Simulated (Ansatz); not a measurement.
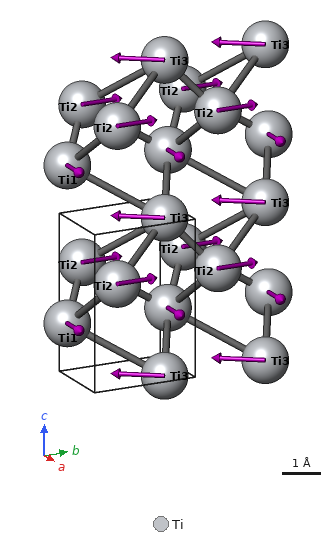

This is a relaxation of crystalline Ti (built on the trigonal selenium_152 type) (coarse preliminary run). The starting structure is drawn; purple arrows show the displacements (the part carried along by the change of the cell is left out), magnified 3 times.

Style: ball-and-stick. Shown: the cell of the calculation, repeated 1 × 2 × 2 with one cell outlined, slightly off an axis.

Case: trigonal selenium type (P3_121, No. 152).

Method: DFT PBE, scalar-relativistic, plane waves, PAW (Ansatz 0.2.0). (plane-wave cutoff 420 eV; k-point mesh 6 × 6 × 4; occupations gaussian; smearing width 0.1 eV; no spin polarisation; cell and atoms relaxed; force threshold 0.04 eV/Å; at most 70 steps)

**Describe the change and its energy.**

The energy falls by 1389 meV per atom in 12 accepted moves (14 points after the start). Largest force component: 2.5 eV/Å at the start, under 0.0001 eV/Å at the end. The pressure goes from 6.40 to −0.10 GPa. At 2 points the geometry stayed and the basis and grid were re-selected for the new cell (energy shift of 43.1 meV per atom at most each time). The largest moves relative to the cell, 0.50 Å, are those of Ti1, Ti2 and Ti3. Ti2 goes along +b. The volume changes by −0.4 %, with a = b 3.756 → 4.647 Å (+23.7 %), c 4.262 → 2.775 Å (−34.9 %). Near-neighbour distances that change, for instance: Ti1–Ti1 4.262 → 2.775 Å, Ti1–Ti2 2.042 → 2.838 Å, Ti1–Ti2 (another image) 2.956 → 2.838 Å, Ti1–Ti2 (another image) 3.197 → 3.259 Å. Among the angles between lasting bonds that change: Ti2–Ti1–Ti3 103.1° → 70.1°, Ti2–Ti1–Ti2 78.9° → 109.9°, Ti2–Ti1–Ti3 99.0° → 70.1°. The space group (tolerance 0.01 Å) goes from P3_121 (No. 152) to R-3m (No. 166). The run took about 50 core-seconds on a shared host.
